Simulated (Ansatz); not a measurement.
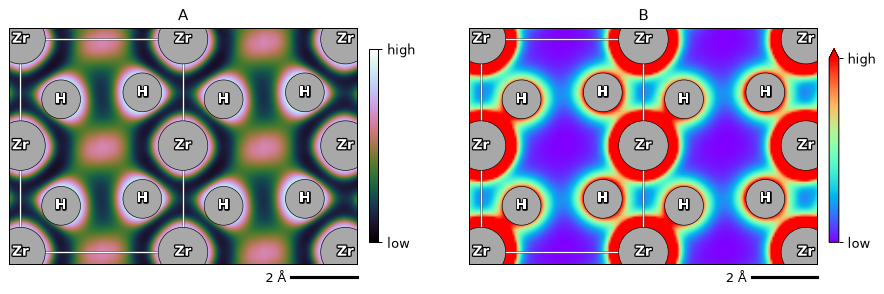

ZrH: 2 fields on the (11̄0) plane of the conventional cell, with unlabelled colour scales. Grey discs cover the atomic cores.

Space group C2; changed on purpose from its base cell (atom 3 (H) moved by (-0.300, +0.000) A along [1 1 0] and z); not relaxed (largest force 1.5 eV/Å); computed pressure about 2 GPa in this cell.

These are results of DFT r2SCAN, scalar-relativistic, plane waves, PAW in Ansatz 0.2.0, not measurements.

```
Zr H
1.0
     3.24279   -3.24279    0.00000
     3.24279    3.24279    0.00000
     0.00000    0.00000    4.94800
Zr H
4 4
Direct
  0.75000 0.25000 0.75000
  0.25000 0.75000 0.75000
  0.25000 0.25000 0.25000
  0.75000 0.75000 0.25000
  0.50000 0.43458 0.50000
  0.00000 0.93458 0.50000
  0.00000 0.00000 0.00000
  0.50000 0.50000 0.00000
```

Question: Which field does each panel show? The fields are: electron localisation function and valence pseudo-density.

Answer: Panel A: electron localisation function. Panel B: valence pseudo-density. From the grid: Zr–H (1.89 Å): ρ at the midpoint is about 0.79 e/Å³; the ELF climbs to about 1 towards the hydrogen. Zr–H (2.04 Å): the density is about 0.52 e/Å³ at the midpoint; the ELF climbs to about 1 towards the hydrogen.
